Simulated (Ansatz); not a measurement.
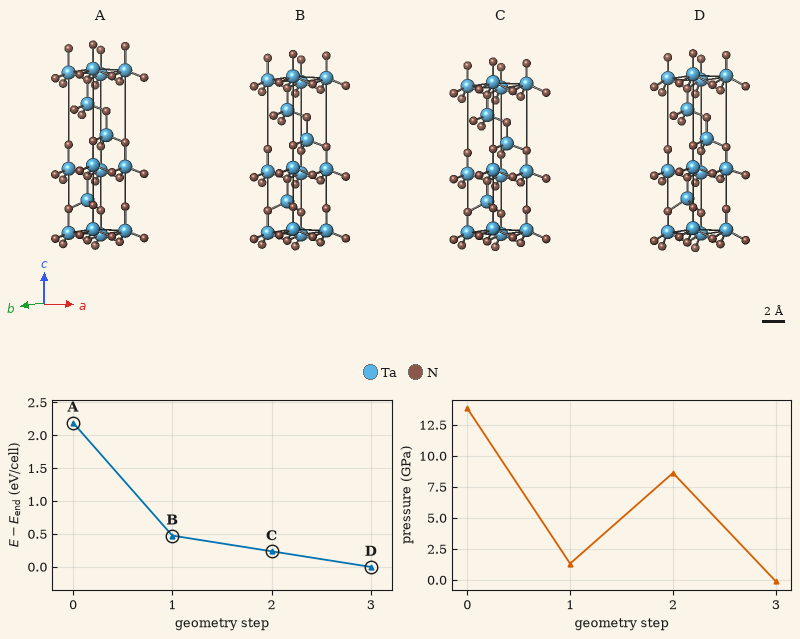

Frames of a relaxation of crystalline TaN (a generated structure, set up in P3m1), marked on the history of the run. A ball-and-stick model of the cell of the calculation, seen from a free direction.

Case: stacking ABACB.

All numbers below come from DFT PBE, scalar-relativistic, plane waves, PAW (Ansatz). Settings: plane-wave cutoff 420 eV; k-point mesh 18 × 18 × 4; occupations gaussian; smearing width 0.1 eV; no spin polarisation; cell and atoms relaxed; force threshold 0.01 eV/Å; at most 45 steps.

Describe the path.

The run was cut off at its time limit before the relaxation converged, so the last structure is only a point on the way. A Ta atom moves most relative to the cell: 0.30 Å along +c. By element the largest moves are Ta 0.30 Å, N 0.23 Å. The volume changes by +1.9 %, with a = b 3.152 → 3.248 Å (+3.0 %), c 15.261 → 14.641 Å (−4.1 %). Among the contacts that change: N–Ta 2.289 → 1.972 Å, N–Ta 2.289 → 2.002 Å, Ta–Ta 3.554 → 3.268 Å, N–Ta 2.289 → 2.025 Å. Among the angles between lasting bonds that change: N–Ta–N 106.0° → 95.0°, Ta–N–Ta 106.0° → 95.0°, Ta–N–Ta 112.7° → 121.7°. The space group stays P3m1 (No. 156). After 3 geometry steps the energy has fallen by 2.193 eV per cell of the calculation. The largest force component goes from 3.5 to 1.4 eV/Å. The pressure goes from 13.84 to −0.11 GPa. The run took 5.9 min on 1 thread of Intel(R) Xeon(R) Platinum 8488C (Sapphire Rapids), with other jobs on the host, peak memory 0.95 GiB. From step 0 to 1: an N atom moves most (0.07 Å), volume +1.9 %, energy −1.716 eV per cell of the calculation. From step 1 to 2: a Ta atom moves most (0.10 Å), volume −2.8 %, energy −0.239 eV per cell of the calculation. From step 2 to 3: a Ta atom moves most (0.16 Å), volume +2.8 %, energy −0.237 eV per cell of the calculation.

```tsv
step	E − E(0), meV/atom	largest force component, eV/Å	pressure, GPa	volume, Å³/atom
0	0.00	3.4635	13.84	13.132
1	-171.65	1.8998	1.32	13.379
2	-195.52	0.9984	8.63	13.011
3	-219.26	1.4283	-0.11	13.377
```
